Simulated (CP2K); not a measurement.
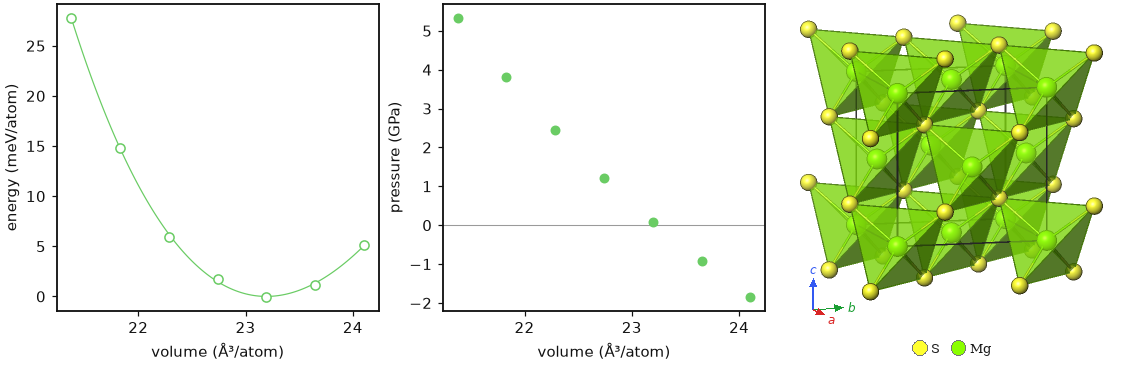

**Figure.** Energy and pressure against volume for MgS, space group F-43m (No. 216). The conventional cell is drawn beside the plot.

A third-order Birch–Murnaghan fit gives V0 = 23.19 Å³/atom, B0 = 50.3 GPa. The energy is 27.77 meV/atom at volume 21.38 Å³/atom and 5.13 meV/atom at 24.10 Å³/atom; the lowest computed point is at volume 23.20 Å³/atom (−0.03 meV/atom), and no other minimum shows. The pressure falls from 5.33 GPa at volume 21.38 Å³/atom to −1.84 GPa at 24.10 Å³/atom, and changes sign near 23.24 Å³/atom.

Calculation (CP2K 2026.2): DFT in Gaussian orbitals with a plane-wave density, no spin polarisation; energies at scaled volumes of the given cell, shape and fractions fixed, counted from the fit's minimum, third-order Birch-Murnaghan fit. Level: PBEsol.

- k mesh: 8×8×8
- occupations: Fermi–Dirac
- smearing width: 0.05 eV
- potentials: GTH PBE with UZH TZVP basis
- density cutoff: 19050 eV
- program settings: ngrids 5, basis sets S TZVP-MOLOPT-PBE-GTH-q6, basis sets Mg TZVP-MOLOPT-PBE-GTH-q10, cutoff ry 1400 Ry, rel cutoff ry 60 Ry

Cell as given: a = 4.007 Å, b = 4.007 Å, c = 4.007 Å, α = 60.00°, β = 60.00°, γ = 60.00°; 2 atoms.
